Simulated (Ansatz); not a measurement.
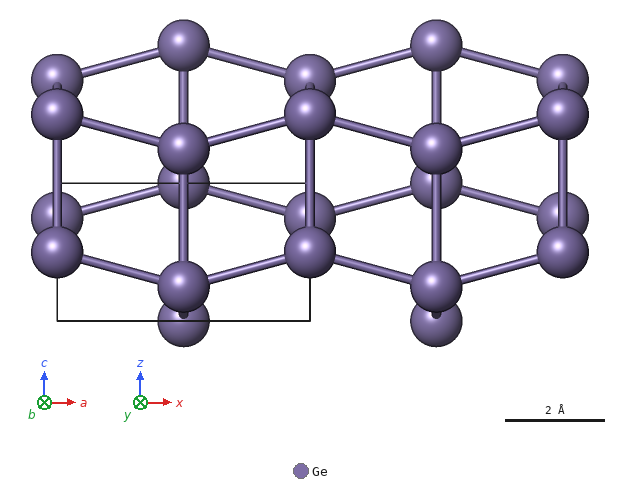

A crystal of Ge (I4_1/amd): the cell is strained in shear in the xz plane, with the atoms kept at their fractional coordinates. x, y and z are the Cartesian axes of the input. The picture shows the reference cell. A ball-and-stick model of the conventional cell (2 times the calculation's cell), repeated 2 × 2 × 2 with one cell outlined, seen along the b axis. Lengths and directions refer to the drawn axes.

All numbers below come from DFT PBEsol, scalar-relativistic, plane waves, PAW (Ansatz 0.2.0). Set-up: plane-wave cutoff 420 eV; k-point mesh 24 × 24 × 24; occupations gaussian; smearing width 0.15 eV; no spin polarisation. Energies (free energies at the smearing named) are counted from the relaxed crystal.

Input
```yaml
crystal:
  lattice:
    - [-2.5630127536, 2.5630127536, 1.3966622747]
    - [2.5630127536, -2.5630127536, 1.3966622747]
    - [2.5630127536, 2.5630127536, -1.3966622747]
  atoms:
    - { symbol: Ge, position: [0.25, 0.75, 0.5] }
    - { symbol: Ge, position: [0.5, 0.5, 0.0] }
basis:
  ecutwfc: 420
kpoints:
  mp_grid: { grid: [24, 24, 24] }
hamiltonian:
  xc: pbesol
scf:
  occupations: { method: gaussian, width: 0.15 }
output:
  forces: true
  stress: true
  eigenvalues: true
```

Command:
```bash
ansatz run input.yaml --threads 1 --pin off --max-ram 2560MiB --backend cpu --events-out ev --progress --plain --runs-dir out
```

### What energies does the calculation give (the strain: −0.020, −0.010, 0.000, 0.005, 0.015)?

```csv
engineering shear strain,energy change (meV/atom)
−0.020,1.11
−0.010,0.28
0.000,0.00
0.005,0.07
0.015,0.63
```

The lowest computed point lies at the strain 0.00 (0.00 meV/atom). At the ends of the scan the energy is 1.11 meV/atom (−0.02) and 0.63 meV/atom (0.015). The curvature at zero strain, (1/V) d²E/dε², is about 49 GPa; it is C₅₅ with clamped ions. The distortion takes the space group from I4_1/amd to C2/m. At the strain −0.02 the cell of the drawing goes β 90.0° → 91.1°.
